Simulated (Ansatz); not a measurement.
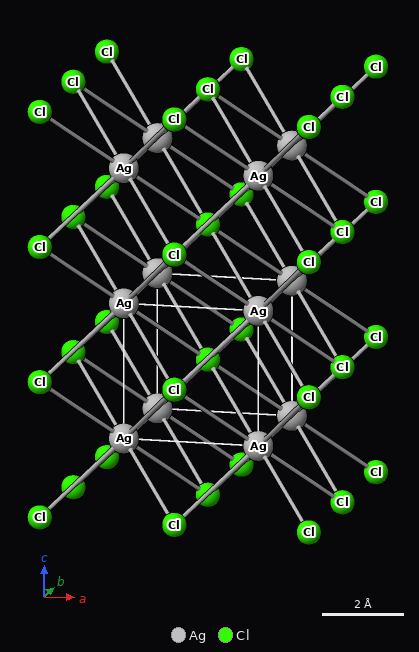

Reference structure: a symmetric starting cell of AgCl. The picture is a ball-and-stick view of the cell of the calculation, repeated 1 × 1 × 2 with one cell outlined, seen slightly off an axis.

The calculation used DFT PBE, scalar-relativistic, plane waves, PAW in Ansatz. (plane-wave cutoff 420 eV; k-point mesh 10 × 10 × 10; occupations gaussian; smearing width 0.05 eV; no spin polarisation)

Change: All lengths are scaled by +1.9 % (volume +5.8 %), the atoms keeping their fractional coordinates. No relaxation follows. The starting cell wasn't computed here and needn't be at equilibrium, so pressure and forces aren't due to the change alone.

The input:
```yaml
crystal:
  lattice:
    - [3.498703391, 0.0, 0.0]
    - [0.0, 3.498703391, 0.0]
    - [0.0, 0.0, 3.498703391]
  atoms:
    - { symbol: Ag, position: [0.0, 0.0, 0.0] }
    - { symbol: Cl, position: [0.5, 0.5, 0.5] }
basis:
  ecutwfc: 420
kpoints:
  mp_grid: { grid: [10, 10, 10] }
hamiltonian:
  xc: pbe
scf:
  occupations: { method: gaussian, width: 0.05 }
output:
  forces: true
  stress: true
  eigenvalues: true
```

What is the effect?

Answer. The pressure is −2.4 GPa (not all of it need come from the change, since the unchanged cell can be under pressure at this level too). All forces vanish by symmetry. Among the bonded contacts that change: Ag–Cl 2.974 → 3.030 Å. The space group stays Pm-3m (No. 221).

The changed structure in the same view:

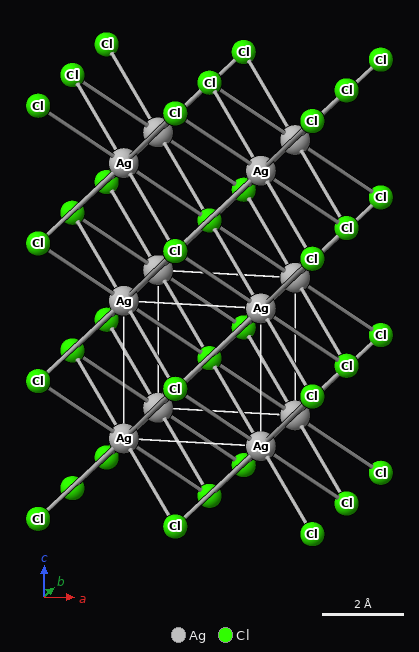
